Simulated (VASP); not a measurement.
## Geometry relaxation, with input and output: TiC (part 1 of 2)

System: TiC (Fm-3m, 2 atoms in the cell).
Method: Kohn-Sham DFT of a periodic cell, PBE, VASP PAW PBE potentials, recommended, no spin polarisation (VASP 6.6.1).

The structure derives from an entry of the Crystallography Open Database.

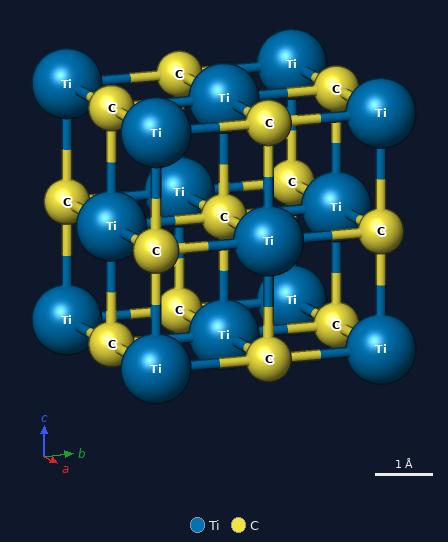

Figure 1. The structure as given in the input (ball-and-stick view of the cell 4 times as large as that of the calculation, set on its symmetry axes, seen slightly off an axis). Near neighbours in the crystal (not all of them lie inside the picture): Ti has 6 C at 2.16 Å; C has 6 Ti at 2.16 Å.

Results in brief

- outcome: converged
- space group (tolerance 0.01 Å): Fm-3m (225)
- electrons treated: 16
- free energy: −18.7099 eV
- Fermi energy: 9.388 eV
- gap on the k-point mesh: none (metallic)
- pressure: 0.00 GPa
- final volume: 20.35 Å³
- largest force (length of the vector) at the end: under 0.001 eV/Å
- final cell: a = 3.064 Å, b = 3.064 Å, c = 3.064 Å, α = 60.00°, β = 60.00°, γ = 60.00°
- hardware: 1 thread of AMD EPYC (Zen 5), 176 GiB of memory available, shared host
- wall time: 57 s
- peak memory: 0.15 GiB

INCAR
```
PREC     = Accurate       # precision mode
ENCUT    = 600            # plane-wave cutoff, eV
EDIFF    = 1E-7           # SCF threshold, eV
ISMEAR   = 0              # smearing method
SIGMA    = 0.1            # smearing width, eV
LREAL    = False          # projectors in reciprocal space
LASPH    = True           # aspherical terms in the spheres
NELM     = 60             # most SCF steps
ALGO     = Normal         # electronic algorithm
ISIF     = 3              # what is computed and relaxed
LWAVE    = False          # write WAVECAR
LCHARG   = False          # write CHGCAR
GGA      = PE             # functional
IBRION   = 2              # ionic algorithm
NSW      = 80             # ionic steps
EDIFFG   = -0.004         # ionic threshold
```

KPOINTS
```
regular mesh
0
Gamma
  16 16 16
```

POSCAR
```
TiC
1.0
    0.0000000000      2.1593000000      2.1593000000
    2.1593000000      0.0000000000      2.1593000000
    2.1593000000      2.1593000000      0.0000000000
Ti C
1 1
Direct
    0.0000000000      0.0000000000      0.0000000000
    0.5000000000      0.5000000000      0.5000000000
```

Run as:
```bash
cat potpaw_PBE.64/Ti_sv/POTCAR potpaw_PBE.64/C/POTCAR > POTCAR
mpirun -np 1 vasp_std > vasp.out
```

OSZICAR
```
N       E                     dE             d eps       ncg     rms          rms(c)
DAV:   1     0.128925477125E+03    0.12893E+03   -0.93244E+03  3480   0.178E+03
DAV:   2    -0.132029199913E+02   -0.14213E+03   -0.13535E+03  3592   0.405E+02
DAV:   3    -0.237708851105E+02   -0.10568E+02   -0.10123E+02  4652   0.103E+02
DAV:   4    -0.242774081912E+02   -0.50652E+00   -0.50505E+00  4480   0.213E+01
DAV:   5    -0.242963915230E+02   -0.18983E-01   -0.18982E-01  4708   0.377E+00    0.184E+01
DAV:   6    -0.193473722317E+02    0.49490E+01   -0.31663E+01  4132   0.706E+01    0.709E+00
DAV:   7    -0.187436327580E+02    0.60374E+00   -0.46327E+00  4232   0.280E+01    0.492E+00
DAV:   8    -0.187115641137E+02    0.32069E-01   -0.13356E-01  3724   0.491E+00    0.307E+00
DAV:   9    -0.187132085120E+02   -0.16444E-02   -0.15770E-01  3884   0.507E+00    0.850E-01
DAV:  10    -0.187099182431E+02    0.32903E-02   -0.16264E-02  5008   0.184E+00    0.626E-01
DAV:  11    -0.187081506652E+02    0.17676E-02   -0.78724E-03  3784   0.140E+00    0.133E-01
DAV:  12    -0.187081520824E+02   -0.14172E-05   -0.45944E-04  3820   0.305E-01    0.354E-02
DAV:  13    -0.187081364970E+02    0.15585E-04   -0.25587E-05  5168   0.717E-02    0.120E-02
DAV:  14    -0.187081338317E+02    0.26653E-05   -0.18730E-06  4100   0.153E-02    0.288E-03
DAV:  15    -0.187081337499E+02    0.81849E-07   -0.15685E-07  2996   0.492E-03
   1 F= -.18708134E+02 E0= -.18707126E+02  d E =-.187081E+02
       N       E                     dE             d eps       ncg     rms          rms(c)
DAV:   1    -0.188100092875E+02   -0.10188E+00   -0.22714E+00  3544   0.248E+01    0.319E+00
DAV:   2    -0.187296720037E+02    0.80337E-01   -0.58391E-01  3988   0.116E+01    0.106E+00
DAV:   3    -0.187044985798E+02    0.25173E-01   -0.94852E-02  4016   0.352E+00    0.377E-01
DAV:   4    -0.187045603437E+02   -0.61764E-04   -0.24671E-02  3668   0.162E+00    0.197E-01
DAV:   5    -0.187065249403E+02   -0.19646E-02   -0.29111E-03  4472   0.483E-01    0.764E-02
DAV:   6    -0.187069091235E+02   -0.38418E-03   -0.99751E-04  4852   0.172E-01    0.597E-02
DAV:   7    -0.187070319150E+02   -0.12279E-03   -0.21993E-04  4168   0.152E-01    0.456E-02
DAV:   8    -0.187070127966E+02    0.19118E-04   -0.83472E-05  3748   0.935E-02    0.676E-03
DAV:   9    -0.187070133861E+02   -0.58954E-06   -0.37065E-06  4396   0.158E-02    0.584E-03
DAV:  10    -0.187070142873E+02   -0.90118E-06   -0.17749E-06  5104   0.795E-03    0.497E-03
DAV:  11    -0.187070140194E+02    0.26792E-06   -0.10660E-06  4180   0.529E-03    0.793E-04
DAV:  12    -0.187070139657E+02    0.53702E-07   -0.37375E-08  1912   0.162E-03
   2 F= -.18707014E+02 E0= -.18705982E+02  d E =0.111978E-02
       N       E                     dE             d eps       ncg     rms          rms(c)
DAV:   1    -0.187415458882E+02   -0.34532E-01   -0.71229E-01  3548   0.137E+01    0.174E+00
DAV:   2    -0.187152985388E+02    0.26247E-01   -0.15294E-01  3892   0.613E+00    0.537E-01
DAV:   3    -0.187092054989E+02    0.60930E-02   -0.24354E-02  3972   0.175E+00    0.217E-01
DAV:   4    -0.187091121227E+02    0.93376E-04   -0.80910E-03  3684   0.955E-01    0.115E-01
DAV:   5    -0.187096354046E+02   -0.52328E-03   -0.72608E-04  4176   0.293E-01    0.370E-02
DAV:   6    -0.187098185448E+02   -0.18314E-03   -0.44802E-04  4840   0.112E-01    0.364E-02
DAV:   7    -0.187098592345E+02   -0.40690E-04   -0.55664E-05  4036   0.750E-02    0.489E-03
DAV:   8    -0.187098606040E+02   -0.13695E-05   -0.11763E-05  4652   0.266E-02    0.332E-03
DAV:   9    -0.187098611788E+02   -0.57485E-06   -0.74188E-07  3664   0.813E-03    0.807E-04
DAV:  10    -0.187098613591E+02   -0.18028E-06   -0.20927E-07  3456   0.278E-03    0.402E-04
DAV:  11    -0.187098614222E+02   -0.63062E-07   -0.20410E-08  1836   0.135E-03
   3 F= -.18709861E+02 E0= -.18708843E+02  d E =-.172767E-02
```

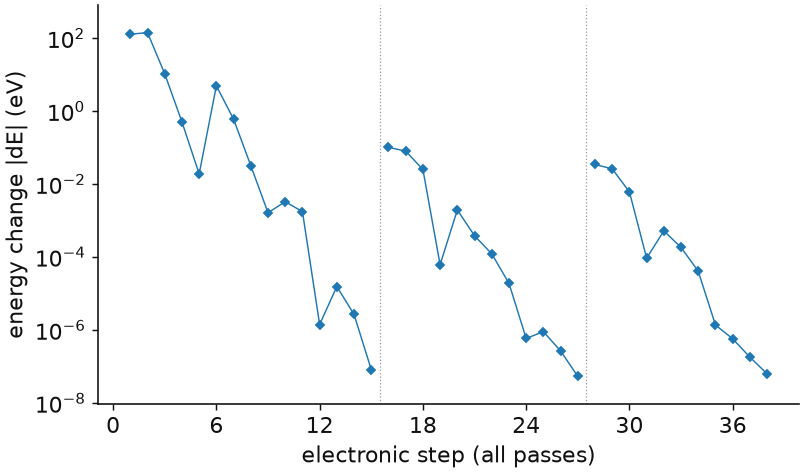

Figure 2. Convergence of the self-consistent field: energy change |dE| against the electronic step. Each stretch between dotted lines is the SCF of one geometry step of a relaxation. The 3 ionic steps take 11 to 15 electronic steps each. The density is held fixed in the first few steps, and dE rises again when its update begins.

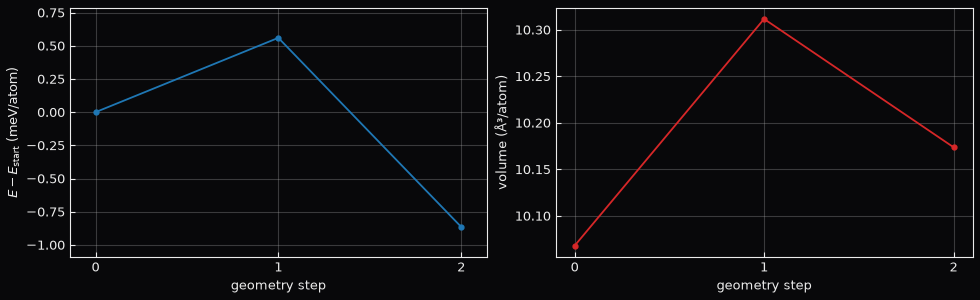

Figure 3. Progress of the relaxation, step by step (steps are counted from 0). The energy falls by 0.9 meV per atom in 2 geometry steps. All forces vanish by symmetry, so only the cell relaxes. The atoms keep their places relative to the cell (all moves are under 0.005 Å). Cell: a = b = c 4.319 → 4.334 Å (+0.3 %). Volume +1.1 %. Among the contacts that change: Ti1–C2 2.159 → 2.167 Å. The space group stays Fm-3m (No. 225). (Atoms are counted from 1 in the order of the input.)

Parts of OUTCAR
```
PREC = Accurate
   ENCUT = 600
   EDIFF = 1E-7
   ISMEAR = 0
   LREAL = False
   LASPH = True
   NELM = 60
   ISIF = 3
   GGA = PE
   IBRION = 2
   NSW = 80
   EDIFFG = -0.004

 ion  position               nearest neighbor table
   1  0.000  0.000  0.000-   2 2.16   2 2.16   2 2.16   2 2.16   2 2.16   2 2.16
   2  0.500  0.500  0.500-   1 2.16   1 2.16   1 2.16   1 2.16   1 2.16   1 2.16

  LATTYP: Found a face centered cubic cell.
 ALAT       =     4.3186000000

  Lattice vectors:

 A1 = (   0.0000000000,   2.1593000000,   2.1593000000)
 A2 = (   2.1593000000,   0.0000000000,   2.1593000000)
 A3 = (   2.1593000000,   2.1593000000,   0.0000000000)

Analysis of symmetry for initial positions (statically):
=====================================================================
 Subroutine PRICEL returns:
 Original cell was already a primitive cell.

 Routine SETGRP: Setting up the symmetry group for a
 face centered cubic supercell.

 Subroutine GETGRP returns: Found 48 space group operations
 (whereof 48 operations were pure point group operations)
 out of a pool of 48 trial point group operations.

The static configuration has the point symmetry O_h .

Analysis of symmetry for dynamics (positions and initial velocities):
=====================================================================
 Subroutine PRICEL returns:
 Original cell was already a primitive cell.

 Routine SETGRP: Setting up the symmetry group for a
 face centered cubic supercell.

 Subroutine GETGRP returns: Found 48 space group operations
 (whereof 48 operations were pure point group operations)
 out of a pool of 48 trial point group operations.

The dynamic configuration has the point symmetry O_h .

 Subroutine INISYM returns: Found 48 space group operations
 (whereof 48 operations are pure point group operations),
 and found     1 'primitive' translations

----------------------------------------------------------------------------------------

                                     Primitive cell

  volume of cell :      20.1358

  direct lattice vectors                    reciprocal lattice vectors
     0.000000000  2.159300000  2.159300000    -0.231556523  0.231556523  0.231556523
     2.159300000  0.000000000  2.159300000     0.231556523 -0.231556523  0.231556523
     2.159300000  2.159300000  0.000000000     0.231556523  0.231556523 -0.231556523

  length of vectors
     3.053711345  3.053711345  3.053711345     0.401067663  0.401067663  0.401067663

  position of ions in fractional coordinates (direct lattice)
     0.000000000  0.000000000  0.000000000
     0.500000000  0.500000000  0.500000000

  ion indices of the primitive-cell ions
   primitive index   ion index
                 1           1
                 2           2

----------------------------------------------------------------------------------------

 KPOINTS: regular mesh

Automatic generation of k-mesh.
 Grid dimensions read from file:
 generate k-points for:   16   16   16

 Generating k-lattice:

  Cartesian coordinates                     Fractional coordinates (reciprocal lattice)
    -0.014472283  0.014472283  0.014472283     0.062500000  0.000000000  0.000000000
     0.014472283 -0.014472283  0.014472283     0.000000000  0.062500000  0.000000000
     0.014472283  0.014472283 -0.014472283     0.000000000  0.000000000  0.062500000

  Length of vectors
     0.025066729  0.025066729  0.025066729

  Shift w.r.t. Gamma in fractional coordinates (k-lattice)
     0.000000000  0.000000000  0.000000000

 Subroutine IBZKPT returns following result:
 ===========================================

 Found    145 irreducible k-points:

 Following reciprocal coordinates:
            Coordinates               Weight
  0.000000  0.000000  0.000000      1.000000
  0.062500  0.000000  0.000000      8.000000
  0.125000  0.000000  0.000000      8.000000
  0.187500  0.000000  0.000000      8.000000
  0.250000  0.000000  0.000000      8.000000
  0.312500  0.000000  0.000000      8.000000
  0.375000  0.000000  0.000000      8.000000
  0.437500  0.000000  0.000000      8.000000
  0.500000  0.000000  0.000000      4.000000
  0.062500  0.062500  0.000000      6.000000
  0.125000  0.062500  0.000000     24.000000
  0.187500  0.062500  0.000000     24.000000
  0.250000  0.062500  0.000000     24.000000
  0.312500  0.062500  0.000000     24.000000
  0.375000  0.062500  0.000000     24.000000
  0.437500  0.062500  0.000000     24.000000
  0.500000  0.062500  0.000000     24.000000
 -0.437500  0.062500  0.000000     24.000000
 -0.375000  0.062500  0.000000     24.000000
 -0.312500  0.062500  0.000000     24.000000
 -0.250000  0.062500  0.000000     24.000000
 -0.187500  0.062500  0.000000     24.000000
 -0.125000  0.062500  0.000000     24.000000
 -0.062500  0.062500  0.000000     12.000000
 [... further k-points ...]
```
